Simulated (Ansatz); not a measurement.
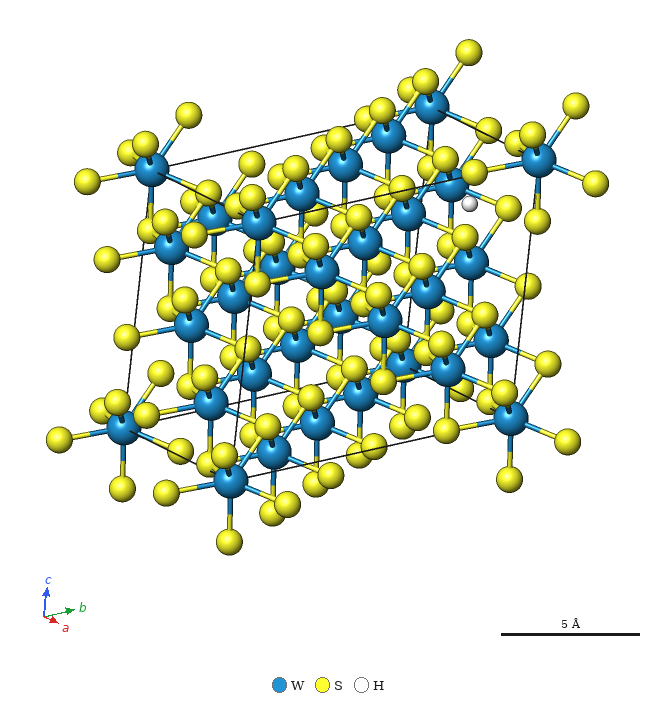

**Figure 1.** The structure as given in the input (ball-and-stick view of the cell of the calculation, seen slightly off an axis; bonded neighbours outside the cell are drawn too).

# Geometry relaxation of W16HS32 (part 1 of 3)

System: W16HS32 (defect cell, 49 atoms in the cell).
Method: DFT PBE, scalar-relativistic, plane waves, PAW (Ansatz 0.2.0).

The structure derives from a Materials Project entry. The run did not end well. It belongs to a series of runs on one base structure; here: H interstitial, charge +0, atoms relaxed at the host's cell.

Log
```
Engine: ansatz 0.2.0, aarch64-unknown-linux-gnu
Pseudopotentials: kind: paw
Pseudopotential: W, paw, valence charge 14, recommended cutoff 420 eV (normal), W.paw.azcp
Pseudopotential: S, paw, valence charge 6, recommended cutoff 420 eV (normal), S.paw.azcp
Pseudopotential: H, paw, valence charge 1, recommended cutoff 420 eV (normal), H.paw.azcp
Functional definition: PBE
  parameter kappa = 0.804
  parameter beta = 0.06672455060314922
  exchange = pbe_x(kappa = kappa, mu = beta*pi^2/3)
  correlation = pbe_c(beta = beta)
Crystal: 49 atoms, lattice volume = 1052.441 Å³
Basis set: ecut = 420 eV, 20557 PW (Γ), exchange–correlation on 144×144×144 points (8 copies of the dense FFT grid, shifted against one another)
Bands: 259, of which v1, the nominal top of the filled ones, is band 209 counted from 1 (208 counted from 0)
Symmetry: 2 space group operations
Space group: Cm (ITA 8), of the structure as read, at distance tolerance 1.0e-4 Å
Magnetic group: BNS 8.32 (UNI 39), of the structure as read, at distance tolerance 1.0e-4 Å
k-points: 3 of 8 (time reversal used)
Non-local potential: W, projectors of the file, l = 0: 3, l = 1: 2, l = 2: 2, l = 3: 1
Non-local potential: S, projectors of the file, l = 0: 2, l = 1: 2, l = 2: 2
Non-local potential: H, projectors of the file, l = 0: 2, l = 1: 1
PAW form: soft (Blöchl's): semilocal exchange-correlation on the pseudo side does not see the compensation charge
PAW one-centre angular grid: W, 590 points (default); XC on 64 Gauss nodes
PAW one-centre angular grid: S, 110 points (default); XC on 64 Gauss nodes
PAW one-centre angular grid: H, 110 points (default); XC on 64 Gauss nodes
Starting moments: Σ|m| = 1.001 μB on 7 of 49 sites
Initial wavefunctions: pseudopotential atomic-orbital guess
Functional: x = pbe(κ = 0.804, μ = 0.2195149727645171), c = pbe(β = 0.06672455060314922)
SCF iter   1: F=—  HF=-195078.938651 eV  |F-HF|=—  |Δ(HF+E_count)|=         —  Δρ=2.13e-2 (↑2.13e-2 ↓2.11e-2)  dr2=2.06e1  dr2_m=1.22e-1  M=1.000 μB ∫|m|=1.053 μB  β_m=0.30  ethr=3.10e-3  ⟨swp⟩=7.0  Hψ=6504  notcnv=0  defer=76
Mixer restart at iter 1: flushing history
preconditioner: auto → Resta (q_TF=auto, 2.338 Å⁻¹)  ε∞=6.1  [insulator: Δε(μ)=0.248 eV  Ē_g=8.596 eV  σ=0.010 eV  W_gap=1.00  n_scr=226 (ndim 8)  ℏωp=19.5 eV  f_vac=0.158  D(μ)=0.00/eV (n_scr^D=0)  ε∞_Penn≈6.1]
spin=Collinear: Resta preconditioning applied to the charge; magnetization (m = ρ↑ − ρ↓) channel mixes plain (no charge-response kernel on spin).
SCF iter   2: F=—  HF=-195076.887699 eV  |F-HF|=—  |Δ(HF+E_count)|=    2.05e0  Δρ=1.43e-2 (↑1.43e-2 ↓1.43e-2)  dr2=9.48e0  dr2_m=1.02e-1  M=1.000 μB ∫|m|=1.062 μB  β_m=0.55  ethr=3.10e-3  ⟨swp⟩=2.0  Hψ=1837  notcnv=0  defer=254
SCF iter   3: F=—  HF=-195076.446539 eV  |F-HF|=—  |Δ(HF+E_count)|=   4.41e-1  Δρ=4.49e-3 (↑4.47e-3 ↓4.49e-3)  dr2=8.62e-1  dr2_m=2.19e-2  M=1.000 μB ∫|m|=1.079 μB  β_m=0.63  ethr=2.27e-3  ⟨swp⟩=2.5  Hψ=2289  notcnv=0  defer=254
SCF iter   4: F=—  HF=-195076.635066 eV  |F-HF|=—  |Δ(HF+E_count)|=   1.89e-1  Δρ=1.47e-3 (↑1.41e-3 ↓1.47e-3)  dr2=1.56e-1  dr2_m=2.64e-3  M=1.000 μB ∫|m|=1.086 μB  β_m=0.80  ethr=2.07e-4  ⟨swp⟩=2.7  Hψ=2422  notcnv=0  defer=257
SCF iter   5: F=—  HF=-195076.655637 eV  |F-HF|=—  |Δ(HF+E_count)|=         —  Δρ=1.10e-3 (↑1.10e-3 ↓1.07e-3)  dr2=1.67e-1  dr2_m=1.35e-4  M=1.000 μB ∫|m|=1.085 μB  β_m=0.80  ethr=3.74e-5  ⟨swp⟩=3.2  Hψ=2802  notcnv=0  defer=257
SCF iter   6: F=—  HF=-195076.667018 eV  |F-HF|=—  |Δ(HF+E_count)|=   1.14e-2  Δρ=9.38e-4 (↑9.22e-4 ↓9.38e-4)  dr2=1.22e-1  dr2_m=6.45e-6  M=1.000 μB ∫|m|=1.084 μB  β_m=0.64  ethr=3.74e-5  ⟨swp⟩=3.2  Hψ=2808  notcnv=0  defer=257
SCF iter   7: F=—  HF=-195076.656049 eV  |F-HF|=—  |Δ(HF+E_count)|=   1.10e-2  Δρ=3.54e-4 (↑3.46e-4 ↓3.54e-4)  dr2=1.80e-2  dr2_m=1.07e-6  M=1.000 μB ∫|m|=1.083 μB  β_m=0.82  ethr=2.93e-5  ⟨swp⟩=2.2  Hψ=1601  notcnv=0  defer=257
SCF iter   8: F=—  HF=-195076.656659 eV  |F-HF|=—  |Δ(HF+E_count)|=   6.10e-4  Δρ=2.00e-4 (↑1.99e-4 ↓2.00e-4)  dr2=5.49e-3  dr2_m=1.33e-7  M=1.000 μB ∫|m|=1.082 μB  β_m=0.62  ethr=4.32e-6  ⟨swp⟩=2.3  Hψ=1944  notcnv=0  defer=257
SCF iter   9: F=—  HF=-195076.656151 eV  |F-HF|=—  |Δ(HF+E_count)|=   5.08e-4  Δρ=4.09e-5 (↑4.09e-5 ↓3.88e-5)  dr2=1.13e-4  dr2_m=2.92e-7  M=1.000 μB ∫|m|=1.081 μB  β_m=0.81  ethr=1.32e-6  ⟨swp⟩=2.0  Hψ=1985  notcnv=0  defer=257
SCF iter  10: F=—  HF=-195076.656319 eV  |F-HF|=—  |Δ(HF+E_count)|=   1.68e-4  Δρ=1.78e-5 (↑1.76e-5 ↓1.78e-5)  dr2=2.87e-5  dr2_m=8.56e-8  M=1.000 μB ∫|m|=1.081 μB  β_m=0.87  ethr=2.71e-8  ⟨swp⟩=2.3  Hψ=2423  notcnv=0  defer=257
SCF iter  11: F=-195076.656327 eV  HF=-195076.656331 eV  |F-HF|=3.68e-6  |Δ(HF+E_count)|=   1.18e-5  Δρ=7.42e-6 (↑7.30e-6 ↓7.42e-6)  dr2=6.33e-6  dr2_m=1.49e-8  M=1.000 μB ∫|m|=1.081 μB  ethr=3.75e-9  ⟨swp⟩=18.0  Hψ=15185  notcnv=0
SCF 1 converged in 11 iterations: F = -195076.656327 eV  dr2 = 6.33e-6
  greatest PAW one-centre occupation: 1.000 electrons in one spin orbital (limit 2), on the W atom at site 12 (counted from 0), in its partial waves of l = 0
relax step   1: F+E_penalty+E_count = -195076.65632710 eV  Δ(F+E_penalty+E_count) = +0.000e0 eV  max|allowed force component| = 3.752e-2 eV/Å  Δτ_max = 0.0000 Å  (11 SCF iters, dr2 threshold 1.56e-5 eV, accepted)
Initial density: handed on by an earlier stage of this run
Starting moments: Σ|m| = 1.001 μB on 7 of 49 sites; this step starts from the density that it was given
Initial wavefunctions: those handed on with the density
iter 1 solved again at ethr=1.03e-7 eV; its pass at ethr=3.10e-3 eV (dr2=4.30e-4 eV) is discarded
SCF iter   1: F=—  HF=-195076.649838 eV  |F-HF|=—  |Δ(HF+E_count)|=         —  Δρ=3.20e-4 (↑3.20e-4 ↓2.69e-4)  dr2=4.23e-4  dr2_m=7.01e-4  M=1.000 μB ∫|m|=1.083 μB  β_m=0.65  ethr=1.03e-7  ⟨swp⟩=3.0  Hψ=5728  notcnv=0  defer=226
preconditioner: auto → Resta (q_TF=auto, 2.338 Å⁻¹)  ε∞=6.5  [insulator: Δε(μ)=1.689 eV  Ē_g=8.307 eV  σ=0.010 eV  W_gap=1.00  n_scr=226 (ndim 8)  ℏωp=19.5 eV  f_vac=0.180  D(μ)=0.00/eV (n_scr^D=0)  ε∞_Penn≈6.5]
spin=Collinear: Resta preconditioning applied to the charge; magnetization (m = ρ↑ − ρ↓) channel mixes plain (no charge-response kernel on spin).
SCF iter   2: F=—  HF=-195076.655609 eV  |F-HF|=—  |Δ(HF+E_count)|=   5.77e-3  Δρ=1.46e-4 (↑1.46e-4 ↓1.08e-4)  dr2=1.00e-4  dr2_m=1.30e-4  M=1.000 μB ∫|m|=1.083 μB  β_m=0.65  ethr=1.01e-7  ⟨swp⟩=3.5  Hψ=2760  notcnv=0  defer=233
SCF iter   3: F=—  HF=-195076.657287 eV  |F-HF|=—  |Δ(HF+E_count)|=   1.68e-3  Δρ=4.29e-5 (↑4.29e-5 ↓4.07e-5)  dr2=1.32e-4  dr2_m=5.84e-6  M=1.000 μB ∫|m|=1.083 μB  β_m=0.57  ethr=2.40e-8  ⟨swp⟩=3.5  Hψ=3065  notcnv=0  defer=235
SCF iter   4: F=—  HF=-195076.657329 eV  |F-HF|=—  |Δ(HF+E_count)|=   4.20e-5  Δρ=1.53e-5 (↑1.16e-5 ↓1.53e-5)  dr2=5.80e-6  dr2_m=1.01e-6  M=1.000 μB ∫|m|=1.083 μB  β_m=0.76  ethr=2.40e-8  ⟨swp⟩=2.5  Hψ=2293  notcnv=0  defer=237
SCF iter   5: F=—  HF=-195076.657360 eV  |F-HF|=—  |Δ(HF+E_count)|=   3.12e-5  Δρ=6.36e-6 (↑4.44e-6 ↓6.36e-6)  dr2=1.66e-6  dr2_m=1.70e-7  M=1.000 μB ∫|m|=1.083 μB  β_m=0.88  ethr=1.39e-9  ⟨swp⟩=3.3  Hψ=2746  notcnv=0  defer=238
SCF iter   6: F=—  HF=-195076.657362 eV  |F-HF|=—  |Δ(HF+E_count)|=   2.07e-6  Δρ=3.19e-6 (↑2.68e-6 ↓3.19e-6)  dr2=8.26e-7  dr2_m=3.32e-8  M=1.000 μB ∫|m|=1.084 μB  β_m=0.94  ethr=3.98e-10  ⟨swp⟩=3.0  Hψ=2642  notcnv=0  defer=238
SCF iter   7: F=—  HF=-195076.657363 eV  |F-HF|=—  |Δ(HF+E_count)|=   3.76e-7  Δρ=1.58e-6 (↑1.58e-6 ↓1.57e-6)  dr2=2.80e-7  dr2_m=2.17e-9  M=1.000 μB ∫|m|=1.084 μB  β_m=0.92  ethr=1.98e-10  ⟨swp⟩=3.0  Hψ=2569  notcnv=0  defer=237
SCF iter   8: F=-195076.657363 eV  HF=-195076.657363 eV  |F-HF|=1.86e-8  |Δ(HF+E_count)|=   1.07e-8  Δρ=8.39e-7 (↑7.15e-7 ↓8.39e-7)  dr2=5.28e-8  dr2_m=3.32e-10  M=1.000 μB ∫|m|=1.084 μB  ethr=2.40e-11  ⟨swp⟩=25.7  Hψ=14103  notcnv=0
SCF 2 converged in 8 iterations: F = -195076.657363 eV  dr2 = 5.28e-8
relax step   2: F+E_penalty+E_count = -195076.65736252 eV  Δ(F+E_penalty+E_count) = -1.035e-3 eV  max|allowed force component| = 3.584e-2 eV/Å  Δτ_max = 0.0241 Å  (8 SCF iters, accepted)
SCF iter   1: F=—  HF=-195076.592103 eV  |F-HF|=—  |Δ(HF+E_count)|=         —  Δρ=1.28e-3 (↑1.28e-3 ↓1.14e-3)  dr2=1.28e-3  dr2_m=1.38e-2  M=1.000 μB ∫|m|=1.090 μB  β_m=0.65  ethr=1.44e-5  ⟨swp⟩=7.0  Hψ=4078  notcnv=0  defer=184
preconditioner: auto → Resta (q_TF=auto, 2.338 Å⁻¹)  ε∞=6.5  [insulator: Δε(μ)=1.746 eV  Ē_g=8.309 eV  σ=0.010 eV  W_gap=1.00  n_scr=226 (ndim 8)  ℏωp=19.5 eV  f_vac=0.180  D(μ)=0.00/eV (n_scr^D=0)  ε∞_Penn≈6.5]
spin=Collinear: Resta preconditioning applied to the charge; magnetization (m = ρ↑ − ρ↓) channel mixes plain (no charge-response kernel on spin).
SCF iter   2: F=—  HF=-195076.643370 eV  |F-HF|=—  |Δ(HF+E_count)|=   5.13e-2  Δρ=6.03e-4 (↑6.03e-4 ↓4.08e-4)  dr2=4.24e-4  dr2_m=2.43e-3  M=1.000 μB ∫|m|=1.092 μB  β_m=0.65  ethr=3.08e-7  ⟨swp⟩=4.3  Hψ=3649  notcnv=0  defer=229
SCF iter   3: F=—  HF=-195076.662839 eV  |F-HF|=—  |Δ(HF+E_count)|=   1.95e-2  Δρ=1.05e-4 (↑8.16e-5 ↓1.05e-4)  dr2=3.51e-4  dr2_m=3.88e-5  M=1.000 μB ∫|m|=1.092 μB  β_m=0.82  ethr=1.02e-7  ⟨swp⟩=4.3  Hψ=3587  notcnv=0  defer=238
SCF iter   4: F=—  HF=-195076.663108 eV  |F-HF|=—  |Δ(HF+E_count)|=   2.70e-4  Δρ=6.16e-5 (↑5.11e-5 ↓6.16e-5)  dr2=2.44e-4  dr2_m=1.24e-5  M=1.000 μB ∫|m|=1.093 μB  β_m=0.89  ethr=8.43e-8  ⟨swp⟩=2.8  Hψ=2479  notcnv=0  defer=239
SCF iter   5: F=—  HF=-195076.663193 eV  |F-HF|=—  |Δ(HF+E_count)|=   8.45e-5  Δρ=2.53e-5 (↑2.53e-5 ↓2.09e-5)  dr2=3.69e-5  dr2_m=1.27e-6  M=1.000 μB ∫|m|=1.094 μB  β_m=0.95  ethr=5.84e-8  ⟨swp⟩=3.0  Hψ=2622  notcnv=0  defer=239
SCF iter   6: F=—  HF=-195076.660991 eV  |F-HF|=—  |Δ(HF+E_count)|=   2.20e-3  Δρ=1.96e-5 (↑1.27e-5 ↓1.96e-5)  dr2=1.82e-5  dr2_m=3.62e-7  M=1.000 μB ∫|m|=1.094 μB  β_m=0.89  ethr=8.84e-9  ⟨swp⟩=2.8  Hψ=2676  notcnv=0  defer=238
SCF iter   7: F=—  HF=-195076.660995 eV  |F-HF|=—  |Δ(HF+E_count)|=   3.85e-6  Δρ=8.89e-6 (↑4.44e-6 ↓8.89e-6)  dr2=2.97e-6  dr2_m=1.41e-7  M=1.000 μB ∫|m|=1.094 μB  β_m=0.94  ethr=4.37e-9  ⟨swp⟩=2.0  Hψ=2126  notcnv=0  defer=239
SCF iter   8: F=—  HF=-195076.660998 eV  |F-HF|=—  |Δ(HF+E_count)|=   2.67e-6  Δρ=3.91e-6 (↑3.13e-6 ↓3.91e-6)  dr2=1.25e-6  dr2_m=1.88e-8  M=1.000 μB ∫|m|=1.094 μB  β_m=0.81  ethr=7.13e-10  ⟨swp⟩=2.5  Hψ=2506  notcnv=0  defer=238
SCF iter   9: F=—  HF=-195076.660998 eV  |F-HF|=—  |Δ(HF+E_count)|=   2.47e-7  Δρ=1.18e-6 (↑8.99e-7 ↓1.18e-6)  dr2=7.75e-8  dr2_m=2.70e-9  M=1.000 μB ∫|m|=1.094 μB  β_m=0.81  ethr=3.01e-10  ⟨swp⟩=2.5  Hψ=2152  notcnv=0  defer=238
SCF iter  10: F=-195076.660998 eV  HF=-195076.660998 eV  |F-HF|=7.45e-9  |Δ(HF+E_count)|=   7.12e-8  Δρ=4.67e-7 (↑4.50e-7 ↓4.67e-7)  dr2=1.56e-8  dr2_m=2.42e-10  M=1.000 μB ∫|m|=1.094 μB  ethr=1.86e-11  ⟨swp⟩=24.8  Hψ=14496  notcnv=0
SCF 3 converged in 10 iterations: F = -195076.660998 eV  dr2 = 1.56e-8
relax step   3: F+E_penalty+E_count = -195076.66099832 eV  Δ(F+E_penalty+E_count) = -3.636e-3 eV  max|allowed force component| = 3.255e-2 eV/Å  Δτ_max = 0.1058 Å  (10 SCF iters, accepted)
```
